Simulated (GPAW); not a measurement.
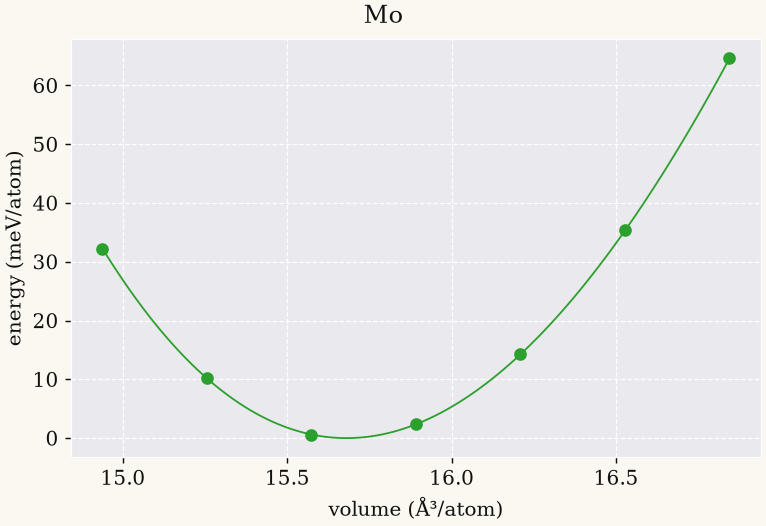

The figure shows the energy against volume for Mo, space group Im-3m (No. 229).

The given structure:
```yaml
crystal:
  lattice:
    - [-1.58381, 1.58381, 1.58381]
    - [1.58381, -1.58381, 1.58381]
    - [1.58381, 1.58381, -1.58381]
  atoms:
    - { symbol: Mo, position: [0.00000, 0.00000, 0.00000] }
```

Computed with GPAW 26.7.0: PAW DFT in plane waves, on a grid or in atomic orbitals, no spin polarisation; energies at scaled volumes of the given cell, shape and fractions fixed, counted from the fit's minimum, third-order Birch-Murnaghan fit. Level: r2SCAN.

| setting | value |
| --- | --- |
| k mesh | 12×12×12 |
| occupations | Fermi–Dirac |
| smearing width | 0.05 eV |
| potentials | GPAW PAW data sets (gpaw data 1.2.1) |
| wave cutoff | 600 eV |
| program settings | basis pw |

From this curve and the settings, what does the calculation give for the pressure at the same points?

The pressure falls from 14.44 GPa at volume 14.94 Å³/atom to −16.75 GPa at 16.85 Å³/atom, and changes sign near 15.68 Å³/atom.

```json
{"volume (Å³/atom)": "14.94", "pressure (GPa)": "14.44"}
{"volume (Å³/atom)": "15.26", "pressure (GPa)": "7.79"}
{"volume (Å³/atom)": "15.57", "pressure (GPa)": "1.80"}
{"volume (Å³/atom)": "15.89", "pressure (GPa)": "-3.60"}
{"volume (Å³/atom)": "16.21", "pressure (GPa)": "-8.46"}
{"volume (Å³/atom)": "16.53", "pressure (GPa)": "-12.83"}
{"volume (Å³/atom)": "16.85", "pressure (GPa)": "-16.75"}
```
